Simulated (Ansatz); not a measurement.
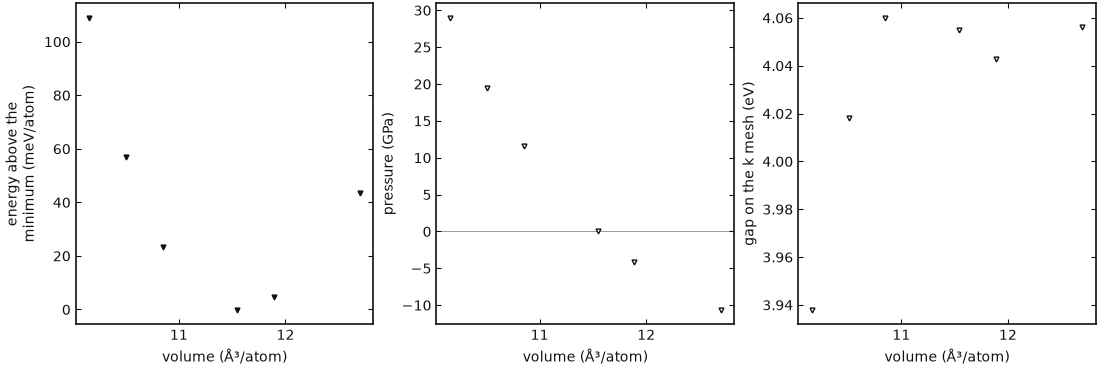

Plotted: energy above the minimum, pressure and gap on the k mesh against volume for ZrO₂, space group P4_2/nmc (No. 137).

Starting cell:
```yaml
crystal:
  lattice:
    - [3.62107, 0.00000, 0.00000]
    - [0.00000, 3.62107, 0.00000]
    - [0.00000, 0.00000, 5.28246]
  atoms:
    - { symbol: Zr, position: [0.00000, 0.00000, 0.00000] }
    - { symbol: Zr, position: [0.50000, 0.50000, 0.50000] }
    - { symbol: O, position: [0.00000, 0.50000, 0.19279] }
    - { symbol: O, position: [0.00000, 0.50000, 0.69279] }
    - { symbol: O, position: [0.50000, 0.00000, 0.30721] }
    - { symbol: O, position: [0.50000, 0.00000, 0.80721] }
```

Method: third-order Birch-Murnaghan fit to density functional energies at scaled volumes of the given relaxed cell, shape and atoms relaxed at each volume; energies count from the fitted minimum; plane waves with PAW datasets, Γ-centred k mesh (Ansatz 0.2.0). Level: PBE, no spin polarisation.

- wave cutoff: 420 eV
- k mesh: 6×6×6
- occupations: Gaussian
- smearing width: 0.02 eV

The points at volume 11.198 Å³/atom and 12.237 Å³/atom are left out of the plot. What values does the calculation give there?

| volume (Å³/atom) | energy above the minimum (meV/atom) | pressure (GPa) | gap on the k mesh (eV) |
| --- | --- | --- | --- |
| 11.198 | 5.4 | 5.25 | 4.076 |
| 12.237 | 17.3 | −7.48 | 4.041 |
